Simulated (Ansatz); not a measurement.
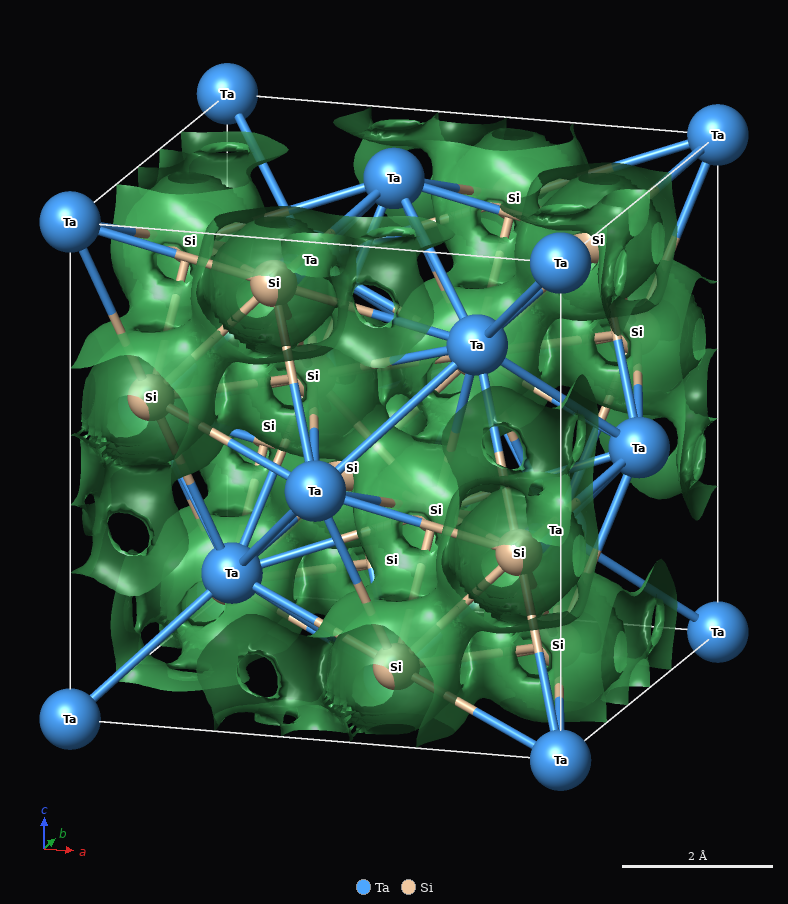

The picture shows: TaSi2. Isosurface of the ELF at 0.6 (green), seen slightly off an axis. Only the valence region is drawn (cores and ρ < 0.01 e/Å³ removed). Sticks mark near contacts.

Space group Fd-3m; started from the cubic Laves (C15)_227 prototype, which need not be the ambient phase.

Computed with DFT r2SCAN, scalar-relativistic, plane waves, PAW (Ansatz).

**Where are the electrons localised?**

The ELF exceeds this value in one network that runs through the whole crystal, counted in one cell of 24 atoms. Any copies at cell faces, edges or corners count once. Along the contacts the grid gives the following. Si–Si (2.43 Å): the ELF peaks at about 0.65 between the atoms. Ta–Si (2.85 Å): the ELF peaks at about 0.60 in the valence shell of Si, 1.0 Å from its nucleus, and is about 0.35 at the midpoint.

**Does the calculation make it a metal, or give it a gap?**

It is gapless in this calculation (a metal or semimetal).
